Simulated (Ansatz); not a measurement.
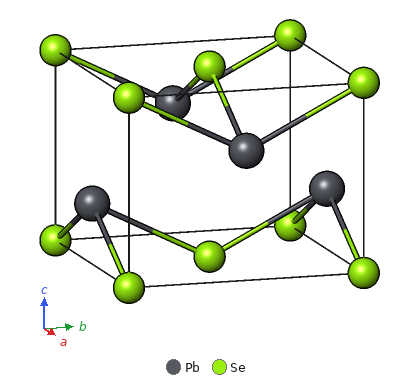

Structure drawing (ball-and-stick), viewed slightly off an axis. The edges of the conventional unit cell are marked. Cell: a = 5.35 Å, b = 5.35 Å, c = 4.22 Å, α = 90.00°, β = 90.00°, γ = 90.00°.

Provenance: a structure type filled with these elements by a generator (whether the compound takes this form wasn't checked). Earlier steps of the study may have refined or changed the cell and positions. A calculation with Ansatz used it as input.

> Caption:

The solid is PbSe. Space group P4/nmm (No. 129), lattice primitive tetragonal. Atoms per cell: 4 (2 Pb, 2 Se). Each Pb has four Se at about 3.0 Å. The Se atoms are each bonded to four Pb in a distorted tetrahedral arrangement at about 3.0 Å. The bonds build PbSe layers parallel to (001).

Theory: DFT PBE, scalar-relativistic, plane waves, PAW in Ansatz. Numerical settings: a plane-wave cutoff of 420 eV, Brillouin-zone sampling on a 6×6×8 mesh, Gaussian smearing of 0.05 eV, no spin polarisation.

> Predict the gap.

A semiconductor at this level, with a gap of 0.43 eV, indirect.

> List the Bader charges.

Pb +0.84 e; Se -0.84 e.

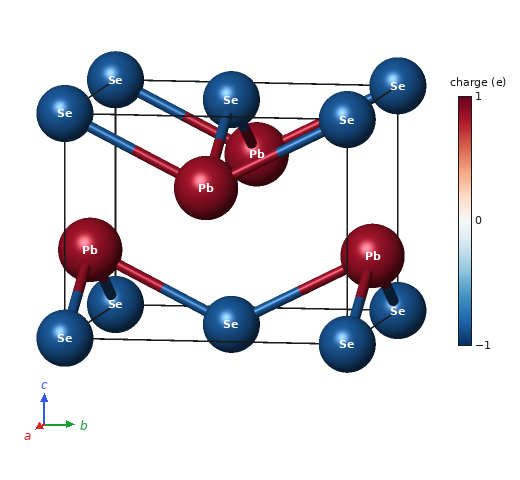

The atoms coloured by those charges. The run's cell of 4 atoms is drawn.

> Are forces and stress small enough to call this relaxed?

Yes. All forces vanish to within 0.01 eV/Å. The pressure is 0.0 GPa, close to zero.
